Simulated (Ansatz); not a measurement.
# Ge2SeN2 (Cmc2_1): band gap by G0W0 on HSE06, part 2 of 2

Aim: the quasiparticle gap of Ge2SeN2 (Cmc2_1), starting from HSE06.

Ansatz 0.2.0; HSE06, then G0W0 on it, plane waves, PAW. Known limits of the many-body steps: finite bands, screening cutoff and k mesh; no spin-orbit coupling in G0W0.

So far. Step 2 (HSE06 levels on the mesh and at listed points): Over mesh and listed points the gap is 2.745 eV, from k = (0.250, -0.500, 0.250) to k = Γ. The least direct gap found is 2.897 eV, at k = Γ.

In doubt: masses and optical values from hybrid runs of this build are listed as unsure (step 3), which bears on the screening that GW takes from such a start.

## Step 3: The quasiparticle correction

G0W0 replaces the xc potential by a self-energy built once from the orbitals of the start. Levels are corrected in the window of bands that the input names, at points of the mesh.

This step: G0W0 on HSE06, plane waves, PAW; PAW set soft_1.

Contents of input.yaml:

```yaml
crystal:
  lattice:
    - [5.6390191657, -2.9515389733, 0.0]
    - [5.6390191657, 2.9515389733, 0.0]
    - [0.0, 0.0, 5.183237]
  atoms:
    - { symbol: Ge, position: [0.333819, 0.03403, 0.33372] }
    - { symbol: Ge, position: [0.96597, 0.666181, 0.33372] }
    - { symbol: Ge, position: [0.666181, 0.96597, 0.83372] }
    - { symbol: Ge, position: [0.03403, 0.333819, 0.83372] }
    - { symbol: Se, position: [0.289802, 0.710198, 0.174027] }
    - { symbol: Se, position: [0.710198, 0.289802, 0.674027] }
    - { symbol: "N", position: [0.346734, 0.090559, 0.681267] }
    - { symbol: "N", position: [0.909441, 0.653266, 0.681267] }
    - { symbol: "N", position: [0.653266, 0.909441, 0.181267] }
    - { symbol: "N", position: [0.090559, 0.346734, 0.181267] }
kpoints:
  mp_grid: { grid: [4, 4, 4] }
hamiltonian:
  xc: hse06
  pseudopotentials: { kind: paw, azcp: { folder: soft_1 } }
scf:
  occupations: { method: fixed }
gw:
  n_empty_bands: 946
  ecut_chi: 180.0
  qp_bands: [v3, c3]
  qp_kpoints: band_edges
  screening: { model: contour_deformation }
```

Command:

```sh
> ansatz run input.yaml --threads 2 --pin off --max-ram 92160MiB --backend cuda --events-out ev --progress --plain --runs-dir out --devices 1 --max-vram 13GiB
```

Numbers of over 12 decimals in the logs are rounded to 6 here.

The log of the run:

```text
GPUs: using 1 of 1 available (devices: 1).
[...]
GPU FFT provider: cuFFT
GPU libraries: cuBLAS 13.8.2, cuFFT 12.4.0, cuSOLVER 12.3.4
Crystal: 10 atoms, lattice volume = 172.537 Å³
Basis set: ecut = 420 eV, 3383 PW (Γ)
Bands: 65, of which v1, the nominal top of the filled ones, is band 54 counted from 1 (53 counted from 0)
Symmetry: 4 space group operations
[...]
k-points: 21 of 64 (time reversal used)
[...]
GPU buffer pool allocated for 72900 grid points (all kernels)
[...]
SCF iter   1: F=—  HF=-29658.006400 eV  |F-HF|=—  |Δ(HF+E_count)|=         —  Δρ=9.23e-2  dr2=1.52e1  ethr=1.00e-1  ⟨swp⟩=5.2  Hψ=4118  notcnv=0
[...]
SCF iter   6: F=-29654.352172 eV  HF=-29654.352082 eV  |F-HF|=9.01e-5  |Δ(HF+E_count)|=   1.29e-4  Δρ=4.29e-4  dr2=1.04e-4  ethr=8.84e-7  ⟨swp⟩=4.0  Hψ=4308  notcnv=0
SCF 1 stopped early in 6 iterations: F = -29654.352172 eV  dr2 = 1.04e-4
[...]
GPU FFT provider: cuFFT
GPU libraries: cuBLAS 13.8.2, cuFFT 12.4.0, cuSOLVER 12.3.4
[...]
GPU buffer pool allocated for 72900 grid points (all kernels)
[...]
Frozen-core exchange: fock
SCF iter   1: F=—  HF=-29660.624481 eV  |F-HF|=—  |Δ(HF+E_count)|=         —  Δρ=9.05e-3  dr2=6.48e-2  ethr=9.66e-7  ⟨swp⟩=8.9  Hψ=7448  notcnv=0
[...]
SCF iter   6: F=-29660.612860 eV  HF=-29660.612861 eV  |F-HF|=1.12e-6  |Δ(HF+E_count)|=   8.56e-6  Δρ=2.63e-5  dr2=5.20e-6  ethr=3.93e-8  ⟨swp⟩=3.1  Hψ=3578  notcnv=0
SCF 2 stopped early in 6 iterations: F = -29660.612860 eV  dr2 = 5.20e-6
[...]
hybrid outer 1: dexx = +4.692e-2 eV, tail = 3.58e-4 eV
GPU FFT provider: cuFFT
GPU libraries: cuBLAS 13.8.2, cuFFT 12.4.0, cuSOLVER 12.3.4
GPU buffer pool allocated for 72900 grid points (all kernels)
[...]
Frozen-core exchange: fock
SCF iter   1: F=—  HF=-29660.613298 eV  |F-HF|=—  |Δ(HF+E_count)|=         —  Δρ=6.11e-5  dr2=3.04e-6  ethr=1.66e-6  ⟨swp⟩=3.8  Hψ=3185  notcnv=0
[...]
SCF iter   4: F=-29660.613304 eV  HF=-29660.613304 eV  |F-HF|=2.90e-8  |Δ(HF+E_count)|=   1.86e-6  Δρ=4.90e-6  dr2=3.49e-8  ethr=1.98e-11  ⟨swp⟩=7.7  Hψ=6039  notcnv=0  defer=28
SCF 3 converged in 4 iterations: F = -29660.613304 eV  dr2 = 3.49e-8
[...]
NSCF: frozen V_eff on 21 k-points
Exchange-term sweep: 0 of 21 (spin, k) points
Exchange-term sweep: 2 of 21 (spin, k) points
Exchange-term sweep: 3 of 21 (spin, k) points
Exchange-term sweep: 4 of 21 (spin, k) points
Exchange-term sweep: 5 of 21 (spin, k) points
Exchange-term sweep: 6 of 21 (spin, k) points
Exchange-term sweep: 7 of 21 (spin, k) points
Exchange-term sweep: 8 of 21 (spin, k) points
Exchange-term sweep: 9 of 21 (spin, k) points
Exchange-term sweep: 10 of 21 (spin, k) points
Exchange-term sweep: 11 of 21 (spin, k) points
Exchange-term sweep: 12 of 21 (spin, k) points
Exchange-term sweep: 13 of 21 (spin, k) points
Exchange-term sweep: 14 of 21 (spin, k) points
Exchange-term sweep: 15 of 21 (spin, k) points
Exchange-term sweep: 16 of 21 (spin, k) points
Exchange-term sweep: 17 of 21 (spin, k) points
Exchange-term sweep: 18 of 21 (spin, k) points
Exchange-term sweep: 19 of 21 (spin, k) points
Exchange-term sweep: 20 of 21 (spin, k) points
Exchange-term sweep: 21 of 21 (spin, k) points
G₀W₀ screening: q 1/21
[... further progress lines ...]
[...]
Free energy (F): -29660.613304 eV
Frozen-core exchange: fock
[...]
Internal energy: -29660.613304 eV  (E = F + TS)
E sigma→0 (E₀):  -29660.613304 eV
Fermi energy:    6.119576 eV
[...]
--- Band table (eV; the first three rows and the last of 21) ---
  k-point 0: bands = [... 50 lower, 4.9368, 5.7420, 5.8431, 5.9678, 8.8647, 10.2361, 10.2665, 11.7231, ... 1 higher]
  k-point 1: bands = [... 50 lower, 5.0044, 5.6123, 5.6753, 5.7418, 9.6034, 10.3296, 10.5987, 11.1108, ... 1 higher]
  k-point 2: bands = [... 50 lower, 5.3257, 5.3257, 5.7708, 5.7708, 10.2078, 10.2078, 10.3142, 10.3142, ... 1 higher]
  k-point 20: bands = [... 50 lower, 4.7698, 4.7698, 5.5337, 5.5337, 10.9081, 10.9081, 11.1737, 11.1737, ... 1 higher]
  guard bands above this table: 6 of the run's 65 bands. The solve was not asked for them (output.publish_guard_bands: true or output.eigenvalues: true publishes all)
--- G₀W₀: contour deformation, 7 samples at zero and on the imaginary axis and 2 off it, 64 q-points, 946 empty bands' worth ---
  eigenvalues of the whole cell's RPA ε∞ on this k-mesh (on a slab, of 1 + 4πα/V) = 4.2198, 4.2950, 5.7159; static W/v taken at q = 0 is 0.213845
  gw.qp_kpoints: band_edges: 20 of 21 stored k-points solved, in 1 pass; an edge of the gap read off the rows below is read off those points alone
    valence top: of the k-points left out ik 20 came nearest to being solved in a further pass, in band 54 (counted from 1, as in the quasiparticle table): it holds the edge there only if its correction is more favourable than any solved in that band by at least 0.448 eV; those differ by 0.188 eV
    conduction bottom: of the k-points left out ik 20 came nearest to being solved in a further pass, in band 56 (counted from 1, as in the quasiparticle table): it holds the edge there only if its correction is more favourable than any solved in that band by at least 1.949 eV; those differ by 0.146 eV
    ik  band        ε_KS         Σx   Σc(E_QP)       V_xc       Z   E_QP_lin       E_QP  E_QP is
     0    52      5.7420   -20.2559     1.9161   -18.0346  0.7906     5.4360     5.4368  root
     0    53      5.8431   -18.4318     1.9342   -15.9882  0.7870     5.3304     5.3337  root
     0    54      5.9678   -18.4992     1.8086   -16.1810  0.7891     5.4550     5.4581  root
     0    55      8.8647   -12.0926    -3.6464   -15.9689  0.8139     9.0949     9.0945  root
     0    56     10.2361    -8.2776    -3.8262   -12.2397  0.8220    10.3722    10.3720  root
     0    57     10.2665   -10.9892    -3.9036   -15.1373  0.8130    10.5115    10.5110  root
     1    52      5.6123   -20.2342     2.0013   -17.9280  0.7893     5.3066     5.3075  root
     1    53      5.6753   -17.8930     1.8140   -15.5309  0.7877     5.1233     5.1272  root
     1    54      5.7418   -18.4388     1.9499   -16.0119  0.7852     5.2619     5.2648  root
     1    55      9.6034   -12.2594    -3.7717   -16.2920  0.8095     9.8649     9.8644  root
     1    56     10.3296   -11.3942    -3.9375   -15.5945  0.8104    10.5930    10.5925  root
     1    57     10.5987    -9.5693    -3.9434   -13.7252  0.8129    10.8117    10.8113  root
     2    52      5.3257   -20.2566     2.2412   -17.7238  0.7853     5.0334     5.0342  root
     2    53      5.7708   -18.4981     1.9648   -16.0750  0.7857     5.3099     5.3124  root
     2    54      5.7708   -18.4981     1.9648   -16.0750  0.7857     5.3099     5.3124  root
     2    55     10.2078   -11.7040    -3.9669   -15.9392  0.8088    10.4767    10.4761  root
     2    56     10.2078   -11.7040    -3.9669   -15.9392  0.8088    10.4767    10.4761  root
     2    57     10.3142   -10.0497    -4.0954   -14.3692  0.8166    10.5388    10.5384  root
     3    52      5.1696   -18.5887     2.0440   -16.1008  0.7843     4.7232     4.7258  root
     3    53      5.7395   -18.4590     1.9662   -16.0017  0.7866     5.2454     5.2484  root
     3    54      5.9216   -18.6796     1.8885   -16.3193  0.7882     5.4472     5.4498  root
     3    55      9.6472   -12.3100    -3.8100   -16.3881  0.8089     9.9159     9.9153  root
     3    56     10.3788    -9.6812    -3.9355   -13.8155  0.8154    10.5778    10.5774  root
     3    57     10.7355    -9.8615    -4.0399   -14.1187  0.8128    10.9532    10.9528  root
     4    52      5.2076   -19.6318     2.3223   -16.9699  0.7815     4.8667     4.8680  root
     4    53      5.8744   -18.7073     1.9415   -16.3084  0.7875     5.4145     5.4170  root
     4    54      6.0165   -18.2285     1.7892   -15.9060  0.7896     5.4799     5.4833  root
     4    55      9.9988   -11.8026    -3.9381   -16.0072  0.8086    10.2659    10.2653  root
     4    56     10.2965   -10.4557    -3.9932   -14.6828  0.8127    10.5309    10.5305  root
     4    57     10.7547   -10.2791    -4.0413   -14.5524  0.8109    10.9873    10.9868  root
     5    52      5.1084   -19.3712     2.2758   -16.7268  0.7818     4.7381     4.7398  root
     5    53      6.0445   -18.6222     1.8719   -16.2729  0.7888     5.5645     5.5671  root
     5    54      6.0445   -18.6222     1.8719   -16.2729  0.7888     5.5645     5.5671  root
     5    55     10.2406   -10.6758    -4.0527   -14.9682  0.8126    10.4808    10.4803  root
     5    56     10.2406   -10.6758    -4.0527   -14.9682  0.8126    10.4808    10.4803  root
     5    57     10.8427   -10.7784    -4.1220   -15.1544  0.8079    11.0972    11.0966  root
     6    52      4.7782   -17.7937     2.0111   -15.2559  0.7811     4.2474     4.2515  root
     6    53      5.6881   -18.1880     1.9780   -15.7003  0.7861     5.1751     5.1784  root
     6    54      5.9878   -19.0799     2.0891   -16.5719  0.7854     5.5669     5.5690  root
     6    55     10.5204   -11.1185    -4.0301   -15.4078  0.8073    10.7802    10.7796  root
[...]
18    52      5.5453   -21.2580     2.6707   -18.3934  0.7788     5.3509     5.3513  root
    18    53      6.0557   -17.7827     1.6525   -15.5397  0.7921     5.4610     5.4652  root
    18    54      6.1096   -17.7094     1.6638   -15.4456  0.7916     5.5052     5.5097  root
    18    55     10.2077   -11.8750    -4.1527   -16.3101  0.8094    10.4908    10.4901  root
    18    56     10.9828   -10.2242    -4.1664   -14.6114  0.8063    11.2041    11.2036  root
    18    57     11.4971   -10.4507    -4.3898   -15.1035  0.8085    11.7609    11.7602  root
    19    52      5.2556   -21.1049     2.7750   -18.1322  0.7768     5.0575     5.0579  root
    19    53      5.7531   -17.5689     1.7616   -15.2415  0.7892     5.1832     5.1873  root
    19    54      5.8183   -17.4955     1.7903   -15.1194  0.7883     5.2280     5.2325  root
    19    55     10.7029   -11.1999    -4.1236   -15.5917  0.8072    10.9717    10.9711  root
    19    56     10.8664   -10.3147    -4.1111   -14.6459  0.8090    11.0869    11.0864  root
    19    57     11.4768   -10.1609    -4.3005   -14.7117  0.8076    11.7278    11.7271  root
```

It took 8.7 min on 1 × NVIDIA H100 80GB HBM3 (shared by 6 runs) with 2 threads of AMD EPYC 7R13 (Zen 3), shared host; peak memory 6.5 GiB.

Numbers from this step:

| Property | Result |
| --- | --- |
| bands summed | 1000 |
| RPA ε∞ on this mesh (eigenvalues) | 4.220, 4.295, 5.716 |
| plane waves in the screening matrix | 945 |
| q-points in the mesh | 64 |
| G0W0 gap over the corrected points | 3.526 eV |
| k of the valence top | 0, -0.5, 0 |
| k of the conduction bottom | 0, 0, 0 |
| starting gap on the mesh | 2.745 eV |
| Z at the valence top | 0.7854 |
| Z at the conduction bottom | 0.8139 |
| least direct G0W0 gap over the corrected points | 3.636 eV |

Over 20 of 21 irreducible mesh points the G0W0 gap is 3.526 eV, from k = (0.000, -0.500, 0.000) to k = Γ. The HSE06 gap of this run on the mesh is 2.745 eV. Other states bound it: the two that bound the G0W0 gap lie 2.877 eV apart in HSE06, so state for state the correction is 3.526 − 2.877 = +0.649 eV, while gap against gap it is 3.526 − 2.745 = +0.781 eV.

Labels follow the order of the start: v1 is the top filled band, c1 the lowest empty one; levels that stay degenerate share a row, the window can cut a multiplet, doubted levels are not marked in this list, bands outside the window were not corrected, and the list may be a part of the corrected levels. Levels before and after the correction, in eV, zero at the valence-band top of each column:

```csv
,conduction bottom,valence top
HSE06,2.75,0.00
G0W0,3.53,0.00
```

```csv
,level,occupation,energy (eV)
HSE06,Γ v3,2,-0.378
HSE06,Γ v2,2,-0.277
HSE06,Γ v1,2,-0.152
HSE06,Γ c1,0,2.745
HSE06,Γ c2,0,4.117
HSE06,Γ c3,0,4.147
HSE06,(0 -0.5 0) v3,2,-1.341
HSE06,(0 -0.5 0) v2,2,-0.431
HSE06,(0 -0.5 0) v1,2,-0.132
HSE06,(0 -0.5 0) c1,0,4.401
HSE06,(0 -0.5 0) c2,0,4.462
HSE06,(0 -0.5 0) c3,0,4.979
G0W0,Γ v3,2,-0.132
G0W0,Γ v2,2,-0.235
G0W0,Γ v1,2,-0.111
G0W0,Γ c1,0,3.526
G0W0,Γ c2,0,4.803
G0W0,Γ c3,0,4.942
G0W0,(0 -0.5 0) v3,2,-1.317
G0W0,(0 -0.5 0) v2,2,-0.391
G0W0,(0 -0.5 0) v1,2,0.000
G0W0,(0 -0.5 0) c1,0,5.211
G0W0,(0 -0.5 0) c2,0,5.295
G0W0,(0 -0.5 0) c3,0,5.708
```

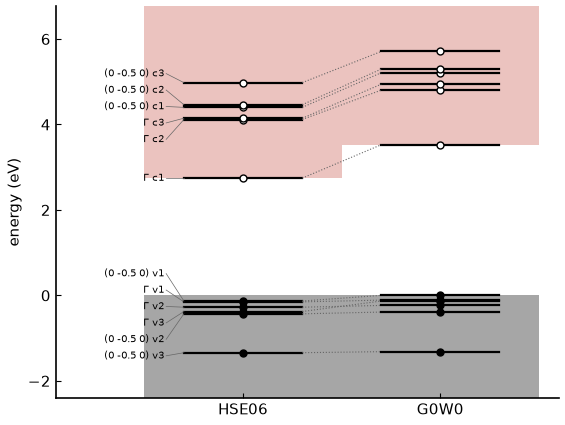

Levels before and after the correction. Shaded: valence and conduction bands. Filled marks are occupied levels, open marks empty ones.

The parts of the quasiparticle energy for the two states that bound the G0W0 gap, in eV on the run's own scale (QP = start + Σx + Σc − Vxc, with Σc at the quasiparticle energy):

```csv
edge,k,band,start,Σx,Σc,Vxc,Z,QP
valence top,"(0.000, -0.500, 0.000)",54,5.988,−19.080,2.089,−16.572,0.785,5.569
conduction bottom,Γ,55,8.865,−12.093,−3.646,−15.969,0.814,9.095
```

For a hybrid start, Vxc holds its share of exact exchange.

## Step 4: Side by side

Each gap is the least one over the points named; times are wall times on shared hosts, not benchmarks. A G0W0 time includes the run's own self-consistent start. Runs with listed points see these and the mesh alone, so an edge that moves elsewhere is missed.

```csv
level,mesh,"files, cutoff","bands summed, screening",points,gap (eV),valence top,conduction bottom,least direct gap (eV),time
HSE06,4×4×4,"soft_1 PAW, 420 eV",-,mesh and listed points,2.745,"(0.250, -0.500, 0.250)",Γ,2.897,85 s
G0W0@HSE06,4×4×4,"soft_1 PAW, 420 eV","1000, 180 eV",20 of 21 irreducible mesh points,3.526,"(0.000, -0.500, 0.000)",Γ,3.636,8.7 min
```

## Step 5: Outcome

```
HSE06 gap over mesh and listed points                : 2.745 eV, from k = (0.250, -0.500, 0.250) to k = Γ
G0W0@HSE06 gap over 20 of 21 irreducible mesh points : 3.526 eV, from k = (0.000, -0.500, 0.000) to k = Γ
GW settings                                          : 4×4×4 mesh, 946 empty bands, screening to 180 eV, PAW set soft_1 files
known limits                                         : finite bands, screening cutoff and k mesh; no spin-orbit coupling in G0W0
```

In words: Over 20 of 21 irreducible mesh points the G0W0 gap is 3.526 eV, from k = (0.000, -0.500, 0.000) to k = Γ. The HSE06 gap of this run on the mesh is 2.745 eV. Other states bound it: the two that bound the G0W0 gap lie 2.877 eV apart in HSE06, so state for state the correction is 3.526 − 2.877 = +0.649 eV, while gap against gap it is 3.526 − 2.745 = +0.781 eV. The valence state moves by 5.569 − 5.988 = −0.419 eV and the conduction state by 9.095 − 8.865 = +0.230 eV, on the run's own scale; how far single levels stand from their limit in bands is not shown. Both edges that HSE06 shows over mesh and listed points lie at k points where levels were corrected. G0W0 has the valence top at another k point than that. Levels at other points were not corrected, so a lower G0W0 gap elsewhere in the zone is not ruled out. No second run with other bands and screening cutoff is shown, so the distance to the basis limit is not known. On another start, G0W0@PBE runs of this series (4×4×4 mesh, soft_1 PAW; not shown as steps) give 2.891 eV with 209 bands and 54 eV, 2.947 eV with 493 bands and 108 eV and 2.895 eV with 1000 bands and 180 eV. G0W0 on other starts in this series, not shown as steps and not all at these settings: 2.895 eV on PBE (4×4×4, soft_1 PAW, 1000 bands, 180 eV). Two runs of this series at another level, not shown as steps, test spin-orbit coupling. PBE+SOC against PBE: 1.626 − 1.693 = −0.067 eV. Mesh, set of files and cutoff are the same, but the valence top lies at another k point, so this need not be the shift of one pair of states. The spin-orbit run sees mesh and listed points alone, so its gap is an upper bound: the coupling can move an edge off these points, the more so as this crystal has no centre of inversion, and the change over the zone, its sign included where it is small, is not known. What spin-orbit coupling does to the G0W0 levels was not computed, so no sum with the G0W0 gap is formed. The G0W0 runs are scalar-relativistic. No pair of G0W0 runs that differ in the mesh alone is shown (4×4×4 is a supercell whose nearest images lie 21 Å apart), so the error from the mesh is not known here. G0W0 is shown with one set of atomic data (soft_1 PAW), so the error from the files is not known here.

[Paths, hosts, dates, memory and timing lines, banners, echoed tables and standing remarks are left out of the program output.]

[Logs are printed without paths, hosts, clocks, repeated set-up lines and the standing remarks that a program may print on its own settings, such as how far it seeks lower states.]

[Runs of the session that timed out or met a known fault of the program may be left out.]

[Cells called generated may have been cut or substituted from an entry of the Crystallography Open Database or the Materials Project.]

[Hosts, paths, dates, database ids (printed as entryN), source tags and the programs' standing remarks are cut or masked in the printed files.]

[Where an RPA ε∞ is given, it is that of the G0W0 mesh and is not shown converged in it. Names of k-points follow the symmetry that the program found, which can be lower than the space group named. Band edges on a path are those of the sampled points; other points can move an edge, and change direct to indirect where valleys lie close.]

[Hybrid gaps are those of their k-mesh and are not shown converged in it.]
